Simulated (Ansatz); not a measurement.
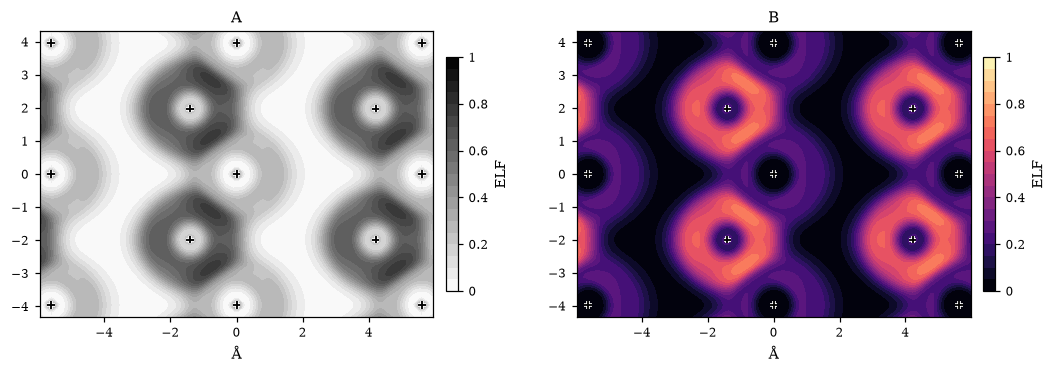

The ELF of 2 systems, each on a plane through atoms (crosses mark nuclei in the plane).

Computed with DFT LDA, scalar-relativistic, plane waves, PAW (Ansatz 0.2.0).

System 1: InAs, the (110) plane of the conventional cell. Space group F-43m; computed pressure about 20 GPa in this cell.

System 2: GaAs, the (101) plane of the conventional cell. Space group F-43m.

Which map belongs to which system?

Answer. Panel A is system 2, GaAs: the plane holds Ga and As. Ga–As (2.43 Å): the ELF peaks at about 0.75 between the atoms; localised, covalent bonding. Panel B is system 1, InAs: the plane holds In and As. In–As (2.44 Å): the ELF is about 0.50 at the midpoint.
